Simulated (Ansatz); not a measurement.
# Geometry relaxation of Si$_{31}$C$_{32}$ (charge +1) (part 2 of 2)

Si$_{31}$C$_{32}$ (defect cell, 63 atoms in the cell, total charge +1); DFT, PBEsol, PAW, plane waves (Ansatz 0.2.0); cutoff 420 eV, 1×1×1 k-mesh, Fermi–Dirac smearing of 0.01 eV. 

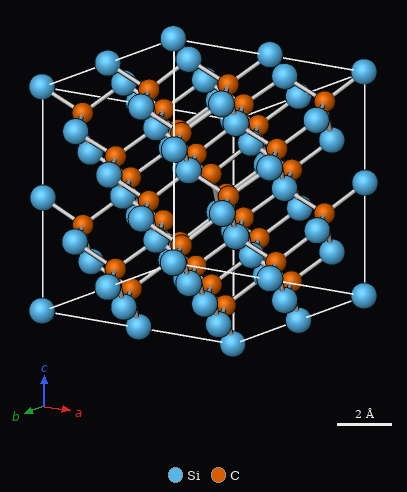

**Figure 1.** The structure as given in the input (ball-and-stick view of the cell of the calculation, seen at an oblique angle).

## Output, continued
```
  atom  45  C      0.00264819     0.00076736     0.00072469
  atom  46  C      0.00036092    -0.00012918    -0.00041097
  atom  47  C     -0.00141261    -0.00043282     0.00041980
  atom  48  C     -0.00026048    -0.00015722    -0.00062371
  atom  49  C     -0.00124483    -0.00071148    -0.00097102
  atom  50  C      0.00109316     0.00313588    -0.00020256
  atom  51  C      0.00045964    -0.00066920     0.00140142
  atom  52  C      0.00047433    -0.00033513    -0.00144550
  atom  53  C     -0.00070179     0.00061198     0.00012235
  atom  54  C      0.00158593    -0.00014225     0.00258034
  atom  55  C     -0.00054327     0.00126311    -0.00128540
  atom  56  C      0.00055170    -0.00008177     0.00081642
  atom  57  C     -0.00055386    -0.00163590    -0.00008795
  atom  58  C     -0.00002849    -0.00049427    -0.00297181
  atom  59  C      0.00071556    -0.00034835    -0.00122775
  atom  60  C     -0.00087629     0.00126797     0.00061915
  atom  61  C     -0.00039036     0.00108036     0.00022677
  atom  62  C     -0.00037638     0.00234472     0.00189962
  atom  63  C      0.00058055    -0.00064354     0.00032809
  max |Σ_I F_I| component: 1.51e-5 eV/Å
--- Charged-cell corrections in eV (Makov–Payne, q = +1.000 e, ε = 9.700) ---
  F (periodic)     = -27178.569901  (uncorrected; the corrections below are reported, never added to it)
  E_corr1          = +0.241686  (monopole, q²α_M/2εL)
  F Makov-Payne    = -27178.328215  (F + E_corr1; no measured alignment; for a localised charge, not one spread in a band: unchecked)
--- Band table (eV) ---
  k-point 0 ↑: bands = ["-6.0013", "-5.2502", "-5.2501", "-5.0938", "-4.4851", "-4.4850", "-4.3065", "-3.7390", "-3.7198", "-3.7197", "-3.5494", "-3.0948", "-3.0948", "-3.0699", "-2.9875", "-2.9874", "-2.8420", "-2.6404", "-2.6403", "-2.4469", "-2.0707", "-2.0706", "-1.8378", "-1.7195", "-1.7194", "-1.6453", "-1.5239", "-1.5239", "-1.5150", "-1.3941", "-1.3940", "-1.1513", "1.0206", "1.0207", "1.0518", "1.5927", "1.5927", "1.8220", "1.8863", "1.9017",
      "1.9018", "1.9415", "1.9684", "1.9684", "1.9893", "1.9894", "2.0746", "2.4914", "2.4948", "2.5377", "2.5377", "2.7069", "2.7071", "3.5075", "3.9028", "3.9029", "3.9516", "3.9525", "3.9525", "3.9813", "4.0719", "4.0719", "4.1233", "4.2418", "4.2419", "4.3351", "4.5147", "4.5148", "4.8956", "5.0289", "5.0289", "5.2046", "5.3906", "5.4257", "5.4258", "5.5282", "5.5282", "5.5981", "5.6014", "5.6014",
      "5.6369", "5.7894", "5.7895", "5.8656", "5.9157", "5.9157", "6.1182", "6.1726", "6.1726", "6.2252", "6.3905", "6.3906", "6.6330", "6.6928", "6.7294", "6.7294", "6.8345", "6.8345", "6.9316", "6.9317", "6.9825", "7.0770", "7.1341", "7.1341", "7.1568", "7.1569", "7.1771", "7.3749", "7.3750", "7.4870", "7.5889", "7.7070", "7.7120", "7.7122", "7.8032", "7.9376", "7.9377", "8.0820", "8.0820", "8.3329",
      "8.3372", "8.3373", "8.4659", "8.7353", "8.7353", "8.9777", "9.6540", "9.6542", "11.4037", "11.4038", "11.4602", "12.7265", "12.7542", "12.7544", "13.3571", "13.3572", "13.3716", "13.4696", "13.4697", "13.4947", "13.5611", "13.6165", "13.6166", "14.3042", "14.3044", "14.3435", "14.3859", "14.4220", "14.4221", "14.4223", "14.5736", "14.5736", "14.6691", "14.6692", "14.6782", "14.8860", "14.8862", "14.9864", "15.0887", "15.4168",
      "15.4922", "15.4923", "15.6170", "15.7161", "15.7162", "16.1054", "16.2904", "16.2905", "16.4017", "16.5732", "16.5733", "16.5965", "16.5967", "16.6210", "16.6348", "16.6349", "16.6637", "16.7222", "16.7223", "16.8504", "16.8505", "16.8662", "16.9473", "16.9525", "16.9527", "17.0442", "17.1388", "17.1390", "17.1702"]
  k-point 0 ↓: bands = ["-5.9880", "-5.2449", "-5.2449", "-5.0616", "-4.4799", "-4.4799", "-4.2557", "-3.7148", "-3.7147", "-3.7066", "-3.5304", "-3.0885", "-3.0885", "-3.0693", "-2.9734", "-2.9733", "-2.8288", "-2.6328", "-2.6328", "-2.3136", "-2.0665", "-2.0664", "-1.7588", "-1.7097", "-1.7097", "-1.5926", "-1.5143", "-1.5130", "-1.5130", "-1.3831", "-1.3830", "-0.9378", "1.0320", "1.0320", "1.0591", "1.6022", "1.6022", "1.8496", "1.8874", "1.9058",
      "1.9058", "1.9481", "1.9747", "1.9747", "2.0088", "2.0088", "2.0910", "2.4939", "2.5429", "2.5430", "2.5561", "2.7300", "2.7301", "3.5353", "3.9117", "3.9117", "3.9601", "3.9602", "3.9749", "3.9861", "4.0821", "4.0822", "4.1621", "4.2544", "4.2544", "4.3778", "4.5450", "4.5451", "4.9176", "5.0410", "5.0410", "5.2540", "5.3953", "5.4355", "5.4356", "5.5329", "5.5329", "5.6005", "5.6100", "5.6101",
      "5.6579", "5.8100", "5.8100", "5.9200", "5.9347", "5.9348", "6.1227", "6.2058", "6.2058", "6.2741", "6.4017", "6.4018", "6.6959", "6.6984", "6.7406", "6.7406", "6.8504", "6.8505", "6.9384", "6.9385", "6.9899", "7.0787", "7.1581", "7.1581", "7.1678", "7.1679", "7.1795", "7.3928", "7.3928", "7.5130", "7.5938", "7.7607", "7.7609", "7.7683", "7.8057", "7.9509", "7.9510", "8.0912", "8.0913", "8.3637",
      "8.3637", "8.3794", "8.4686", "8.7648", "8.7648", "9.6884", "9.6885", "10.0850", "11.4129", "11.4131", "11.4793", "12.7600", "12.7602", "12.7748", "13.3655", "13.3656", "13.3782", "13.4777", "13.4778", "13.5209", "13.6202", "13.6297", "13.6297", "14.3100", "14.3103", "14.3492", "14.4042", "14.4351", "14.4351", "14.4398", "14.5807", "14.5808", "14.6861", "14.6863", "14.7105", "14.8910", "14.8912", "15.0015", "15.1155", "15.4602",
      "15.5017", "15.5019", "15.6476", "15.7224", "15.7225", "16.1369", "16.2998", "16.2999", "16.4122", "16.5780", "16.5782", "16.6014", "16.6016", "16.6232", "16.6401", "16.6402", "16.6757", "16.7312", "16.7313", "16.8693", "16.8693", "16.8872", "16.9578", "16.9580", "17.0145", "17.0474", "17.1548", "17.1550", "17.1726"]
--- Relaxed structure (6 steps of the walk, 5 accepted, 0 SCFs on fresh bases) ---
  F+E_penalty+E_count = -27178.56990094 eV   max|allowed force component| = 3.650e-3 eV/Å
  atoms:
    - { symbol: Si, position: [1.0001702817921823, -0.00018994589147208732, 0.00036882932291634686] }
    - { symbol: Si, position: [-0.0002831854067707234, 0.999343350131831, 0.5019142184528091] }
    - { symbol: Si, position: [0.9997204966481956, 0.5013385273194068, 0.9999059798922751] }
    - { symbol: Si, position: [-3.57787078161045e-5, 0.499728161710595, 0.5002912265660854] }
    - { symbol: Si, position: [0.5017145476557738, -0.0006688881380536501, -9.749741910840261e-5] }
    - { symbol: Si, position: [0.5000971189499842, 0.9995960644748938, 0.500291407576458] }
    - { symbol: Si, position: [0.5000983246952205, 0.4997257628178202, 1.0001550781364208] }
    - { symbol: Si, position: [0.24995773273265015, 0.2495937950451697, 0.0001092192185066153] }
    - { symbol: Si, position: [0.24889236522608102, 0.24852457794385602, 0.4973478580471613] }
    - { symbol: Si, position: [0.24976821697327506, 0.7495953715545348, 0.0003182691986357704] }
    - { symbol: Si, position: [0.25040555570660133, 0.749799891454136, 0.5044963345475642] }
    - { symbol: Si, position: [0.7499796868401851, 0.24938407276309932, 1.0003108198315802] }
    - { symbol: Si, position: [0.7501720018481765, 0.25004326511806113, 0.5045028528302342] }
    - { symbol: Si, position: [0.7505669338370762, 0.7502013927699593, 0.9993954421244963] }
    - { symbol: Si, position: [0.7505354503640422, 0.7501576769523453, 0.49936164770455316] }
    - { symbol: Si, position: [0.24995705727212575, 0.9995379115027941, 0.2501602244007983] }
    - { symbol: Si, position: [0.24976093738133787, -0.00023492669446874617, 0.7501699396990384] }
    - { symbol: Si, position: [0.24889295532379843, 0.4967863144806026, 0.24908942621380864] }
    - { symbol: Si, position: [0.25041323449424435, 0.5039202413452241, 0.7503493982759984] }
    - { symbol: Si, position: [0.7499676518503836, 0.9997581757267611, 0.2499524628596948] }
    - { symbol: Si, position: [0.750576685500574, -0.001161446514409251, 0.750755863095658] }
    - { symbol: Si, position: [0.7501744311562596, 0.5039367740041627, 0.2506066737997791] }
    - { symbol: Si, position: [0.7505284783884933, 0.4988166357316321, 0.7507266383140507] }
    - { symbol: Si, position: [-9.079518477953929e-5, 0.2495881237362147, 0.2501629353700371] }
    - { symbol: Si, position: [0.00013922146416582253, 0.24939823838801334, 0.7501565687870185] }
    - { symbol: Si, position: [1.000135217804348, 0.7496058492302657, 0.24994848829279723] }
    - { symbol: Si, position: [-0.0007959152976576595, 0.750199741516649, 0.7507715728778588] }
    - { symbol: Si, position: [0.4971594408432834, 0.24850764109896792, 0.24906690196132802] }
    - { symbol: Si, position: [0.50429125235833, 0.25005756688252606, 0.7503629289773031] }
    - { symbol: Si, position: [0.5042908611889865, 0.7497852100525146, 0.25062451338479474] }
    - { symbol: Si, position: [0.499173811956437, 0.7501500501097212, 0.7507000355079326] }
    - { symbol: C, position: [0.1251988393250367, 0.12483149532312426, 0.12540388739136593] }
    - { symbol: C, position: [0.12458063076657132, 0.12420607495133199, 0.6259517807671093] }
    - { symbol: C, position: [0.12457753897581086, 0.6253815385455547, 0.12476372608363731] }
    - { symbol: C, position: [0.1243691410795272, 0.6254008471107663, 0.6259686167849872] }
    - { symbol: C, position: [0.6257615831098727, 0.12419270271748224, 0.12474825351096311] }
    - { symbol: C, position: [0.6257660319358933, 0.12401764486067741, 0.6259668188105316] }
    - { symbol: C, position: [0.6257699672458925, 0.6253982244663431, 0.1245833438638132] }
    - { symbol: C, position: [0.6383466443872616, 0.6379729961521526, 0.6385187861613674] }
    - { symbol: C, position: [0.3749537349462883, 0.37458113131200776, 0.12449370087773023] }
    - { symbol: C, position: [0.36145009837851794, 0.3610833342161539, 0.6380253582745415] }
    - { symbol: C, position: [0.37434007018597387, 0.8753234374747944, 0.1249149070444868] }
    - { symbol: C, position: [0.37542241956633654, 0.8756902293611256, 0.626091549555228] }
    - { symbol: C, position: [0.8757044484030634, 0.3739563545158338, 0.12490461531667442] }
    - { symbol: C, position: [0.8760481280840003, 0.3750640003368786, 0.6260927787692541] }
    - { symbol: C, position: [0.8753669865388447, 0.8750028228317523, 0.1253369526185406] }
    - { symbol: C, position: [0.8759217364537396, 0.8755416014572428, 0.625839746317775] }
    - { symbol: C, position: [0.37495063161667247, 0.12392212416034767, 0.37513891821480505] }
    - { symbol: C, position: [0.3743434132055627, 0.12435092098806175, 0.875904860411644] }
    - { symbol: C, position: [0.3614390805201267, 0.6374698349362897, 0.36166114641084] }
    - { symbol: C, position: [0.3754324632523305, 0.6255276600339482, 0.8762361260363637] }
    - { symbol: C, position: [0.8756986708178566, 0.12434079250443121, 0.3745431950422108] }
    - { symbol: C, position: [0.8753816308276127, 0.12477303652183885, 0.8755516074442657] }
    - { symbol: C, position: [0.8760608783670442, 0.6255323753016176, 0.3756076201113426] }
    - { symbol: C, position: [0.8759158749496996, 0.6252709986117584, 0.876118304259689] }
    - { symbol: C, position: [0.12428530980769505, 0.374576043866517, 0.3751379045413581] }
    - { symbol: C, position: [0.12472198646160314, 0.37397542016884644, 0.8758932770661492] }
    - { symbol: C, position: [0.12471226956904133, 0.8753350323307275, 0.37454765758059627] }
    - { symbol: C, position: [0.12514191643485098, 0.875002975570518, 0.8755736278563363] }
    - { symbol: C, position: [0.637899890899431, 0.361039883142624, 0.36160650151141216] }
    - { symbol: C, position: [0.6259041091160322, 0.37505953056070584, 0.8762518415304013] }
    - { symbol: C, position: [0.6258996675851299, 0.8756789031372857, 0.3756177033244537] }
    - { symbol: C, position: [0.6256449315314938, 0.8755388559079076, 0.876090628661643] }
--- Löwdin populations: 63 sites ---
  site symbol       q [e]    m [muB]
     0     Si      2.9513     0.0002
     1     Si      2.9580     0.0082
     2     Si      2.9580     0.0082
     3     Si      2.9399     0.0001
     4     Si      2.9580     0.0082
     5     Si      2.9399     0.0001
     6     Si      2.9399     0.0001
     7     Si      2.9479     0.0003
     8     Si      2.9381     0.0042
     9     Si      2.9481     0.0000
    10     Si      2.9513    -0.0012
    11     Si      2.9481     0.0000
    12     Si      2.9512    -0.0012
    13     Si      2.9472    -0.0009
    14     Si      2.9385    -0.0144
    15     Si      2.9479     0.0003
    16     Si      2.9481     0.0000
    17     Si      2.9381     0.0043
    18     Si      2.9513    -0.0012
    19     Si      2.9481     0.0000
    20     Si      2.9472    -0.0009
    21     Si      2.9512    -0.0012
    22     Si      2.9385    -0.0144
    23     Si      2.9479     0.0003
    24     Si      2.9481     0.0000
    25     Si      2.9481     0.0000
    26     Si      2.9472    -0.0009
    27     Si      2.9381     0.0042
    28     Si      2.9513    -0.0012
    29     Si      2.9513    -0.0012
    30     Si      2.9385    -0.0144
    31      C      4.9427    -0.0003
    32      C      4.9384     0.0018
    33      C      4.9384     0.0018
    34      C      4.9554    -0.0003
    35      C      4.9384     0.0018
    36      C      4.9553    -0.0003
    37      C      4.9553    -0.0003
    38      C      4.7550     0.7649
    39      C      4.9545     0.0009
    40      C      4.6919     0.0204
    41      C      4.9124    -0.0012
    42      C      4.9551     0.0035
    43      C      4.9124    -0.0012
    44      C      4.9551     0.0035
    45      C      4.9432     0.0012
    46      C      4.9502     0.0456
    47      C      4.9545     0.0009
    48      C      4.9124    -0.0012
    49      C      4.6918     0.0203
    50      C      4.9551     0.0035
    51      C      4.9124    -0.0012
    52      C      4.9432     0.0012
    53      C      4.9551     0.0035
    54      C      4.9502     0.0456
    55      C      4.9545     0.0009
    56      C      4.9125    -0.0012
    57      C      4.9125    -0.0012
    58      C      4.9432     0.0012
    59      C      4.6917     0.0203
    60      C      4.9551     0.0035
    61      C      4.9551     0.0035
    62      C      4.9502     0.0456
  spilling = 0.009724 (of n_electrons = 251.000000)
```

This output came from the following input.

## Input
```yaml
crystal:
  lattice:
    - [8.713706, 0.000000, 0.000000]
    - [0.000000, 8.713706, 0.000000]
    - [0.000000, 0.000000, 8.713706]
  atoms:
    - { symbol: Si, position: [0.998303, 0.002952, 0.001542] }
    - { symbol: Si, position: [0.000439, 0.998437, 0.505201] }
    - { symbol: Si, position: [0.997688, 0.501011, 0.999174] }
    - { symbol: Si, position: [0.003405, 0.500691, 0.500492] }
    - { symbol: Si, position: [0.503701, 0.001515, 0.004624] }
    - { symbol: Si, position: [0.499625, 0.996812, 0.497860] }
    - { symbol: Si, position: [0.502247, 0.496416, 0.997503] }
    - { symbol: Si, position: [0.250736, 0.251588, 0.000025] }
    - { symbol: Si, position: [0.247524, 0.248398, 0.502160] }
    - { symbol: Si, position: [0.252414, 0.749272, 0.000940] }
    - { symbol: Si, position: [0.248857, 0.751546, 0.496404] }
    - { symbol: Si, position: [0.752580, 0.250042, 0.997896] }
    - { symbol: Si, position: [0.751946, 0.250497, 0.497954] }
    - { symbol: Si, position: [0.749609, 0.749546, 0.996460] }
    - { symbol: Si, position: [0.754019, 0.750894, 0.499296] }
    - { symbol: Si, position: [0.250552, 0.995204, 0.256587] }
    - { symbol: Si, position: [0.249842, 0.000934, 0.746659] }
    - { symbol: Si, position: [0.251726, 0.502091, 0.247090] }
    - { symbol: Si, position: [0.247898, 0.497320, 0.747356] }
    - { symbol: Si, position: [0.749854, 0.998511, 0.254735] }
    - { symbol: Si, position: [0.748377, 0.003368, 0.748107] }
    - { symbol: Si, position: [0.750079, 0.499047, 0.252141] }
    - { symbol: Si, position: [0.748912, 0.503846, 0.753784] }
    - { symbol: Si, position: [0.002711, 0.253499, 0.251463] }
    - { symbol: Si, position: [0.001128, 0.251964, 0.750089] }
    - { symbol: Si, position: [0.997159, 0.750935, 0.254447] }
    - { symbol: Si, position: [0.000016, 0.748928, 0.747231] }
    - { symbol: Si, position: [0.498493, 0.251533, 0.245548] }
    - { symbol: Si, position: [0.498392, 0.252102, 0.750443] }
    - { symbol: Si, position: [0.499756, 0.747526, 0.247152] }
    - { symbol: Si, position: [0.502282, 0.748547, 0.747318] }
    - { symbol: C, position: [0.124683, 0.123160, 0.123536] }
    - { symbol: C, position: [0.125233, 0.126291, 0.625631] }
    - { symbol: C, position: [0.123853, 0.624953, 0.125976] }
    - { symbol: C, position: [0.123937, 0.623893, 0.627933] }
    - { symbol: C, position: [0.624696, 0.128881, 0.123796] }
    - { symbol: C, position: [0.625514, 0.123370, 0.627461] }
    - { symbol: C, position: [0.627619, 0.625724, 0.130082] }
    - { symbol: C, position: [0.623485, 0.621879, 0.622976], spin: 0.25 }
    - { symbol: C, position: [0.376247, 0.378399, 0.124134] }
    - { symbol: C, position: [0.373983, 0.372634, 0.622247], spin: 0.25 }
    - { symbol: C, position: [0.377253, 0.871886, 0.127456] }
    - { symbol: C, position: [0.374857, 0.873848, 0.624467] }
    - { symbol: C, position: [0.872452, 0.372347, 0.126326] }
    - { symbol: C, position: [0.875562, 0.374356, 0.625636] }
    - { symbol: C, position: [0.872220, 0.875572, 0.127475] }
    - { symbol: C, position: [0.875588, 0.872369, 0.624563] }
    - { symbol: C, position: [0.371316, 0.121876, 0.377804] }
    - { symbol: C, position: [0.371414, 0.125464, 0.878354] }
    - { symbol: C, position: [0.373969, 0.622602, 0.379130], spin: 0.25 }
    - { symbol: C, position: [0.378923, 0.627098, 0.876238] }
    - { symbol: C, position: [0.876161, 0.125264, 0.376975] }
    - { symbol: C, position: [0.874334, 0.121577, 0.876102] }
    - { symbol: C, position: [0.877514, 0.625036, 0.374170] }
    - { symbol: C, position: [0.874879, 0.627839, 0.878571] }
    - { symbol: C, position: [0.126083, 0.373965, 0.375100] }
    - { symbol: C, position: [0.127604, 0.374953, 0.872400] }
    - { symbol: C, position: [0.126881, 0.876873, 0.375977] }
    - { symbol: C, position: [0.123885, 0.874997, 0.875609] }
    - { symbol: C, position: [0.623861, 0.375849, 0.374789], spin: 0.25 }
    - { symbol: C, position: [0.623911, 0.376132, 0.880383] }
    - { symbol: C, position: [0.631369, 0.871483, 0.372838] }
    - { symbol: C, position: [0.623789, 0.874322, 0.873546] }
  symmetry: { detect: false }
kpoints:
  mp_grid: { grid: [1, 1, 1], shift: [0.25, 0.25, 0.25] }
hamiltonian:
  xc: pbesol
total_charge: 1
magnetization:
  spin_polarized: true
scf:
  occupations: { method: fermi_dirac, width: 0.01 }
relax:
  f_tol: 0.03
  max_steps: 80
  escape_saddle: false
  adjacent_minimum: "off"
output:
  forces: true
  eigenvalues: true
  populations: true
  charged_corrections: { epsilon: 9.7 }
```

Command:
```bash
ansatz run in.yaml --threads 7 --pin off --max-ram 13300MiB --runs-dir r --events-out ev --progress --plain
```

## Key numbers

- outcome: converged
- electrons treated: 251
- free energy: −27178.5699 eV
- Fermi energy: 9.312 eV
- net moment of the cell: 1.00 μB
- largest force (length of the vector) at the end: 0.004 eV/Å
- hardware: 7 threads of Arm Neoverse-V2, 14 GiB of memory available, shared host
- wall time: 64 s (CPU time 6.9 min)
- peak memory: 1.7 GiB

## Notes

The k-point mesh is coarse for a cell of this size, so the results may not be converged.
